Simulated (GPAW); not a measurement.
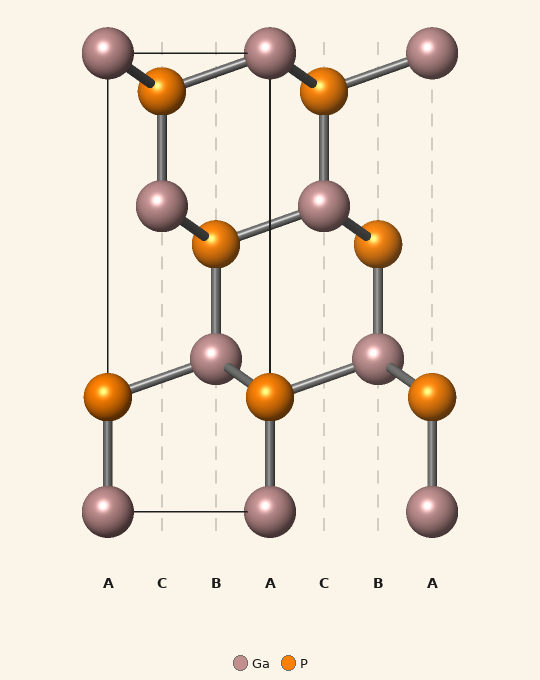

The picture looks along a close-packed row of the hexagonal mesh; [111] points upwards. The dashed lines mark the three columns A (0, 0), B (1/3, 2/3) and C (2/3, 1/3). The box is the hexagonal cell of the face-centred cubic lattice. The sequence starts with the first layer at or above the cell's origin.

GaP (space group F-43m, No. 216): an entry of the Crystallography Open Database, as set up for an electronic-structure calculation.

**Give the sequence of layers in one repeat, with element and column.**

Ga(A) – P(A) – Ga(B) – P(B) – Ga(C) – P(C) (six layers in 9.44 Å).

**How are the P layers alone stacked?**

P layers alone: ABC, the cubic close-packed type.

**Which positions between or in the P layers do the other atoms fill?**

Ga: three tetrahedral sites in each hexagonal cell.

**What short polytype symbol fits?**

Polytype symbol 3C, the symbol of a tetrahedral polytype (number of double layers in the repeat and lattice).
